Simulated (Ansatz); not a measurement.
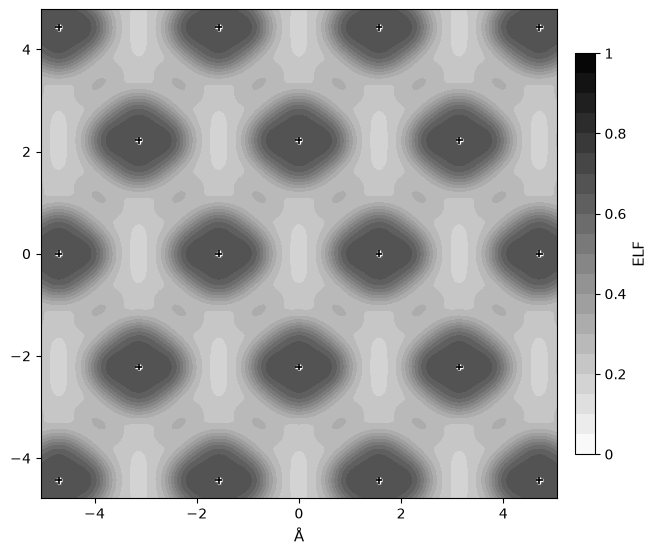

The ELF on a plane through atoms (crosses mark nuclei in the plane).

The calculation used DFT, revPBE, plane waves (420 eV) with PAW, scalar-relativistic in Ansatz 0.2.0.

Candidates:
A. V, a = 2.46 Å, b = 2.46 Å, c = 2.46 Å, α = 90.00°, β = 90.00°, γ = 90.00°. Space group Pm-3m; set up as V, simple cubic; a generated structure, not necessarily the stable one; computed without spin polarisation.
B. Co, a = 4.96 Å, b = 4.96 Å, c = 4.96 Å, α = 90.00°, β = 90.00°, γ = 90.00°. Space group Fd-3m; set up as Co, diamond; a generated structure, not necessarily the stable one; computed without spin polarisation.
C. Pt, a = 3.14 Å, b = 3.14 Å, c = 3.14 Å, α = 90.00°, β = 90.00°, γ = 90.00°. Space group Im-3m; set up as Pt, bcc; a generated structure, not necessarily the stable one; changed on purpose from its base cell (volume × 0.96); computed pressure about 10 GPa in this cell.

Which candidate gave the map?

Candidate C: Pt on the (011) plane of the conventional cell, which holds Pt. Pt–Pt (2.72 Å): the ELF is about 0.30 at the midpoint (no localised pair shows between them).
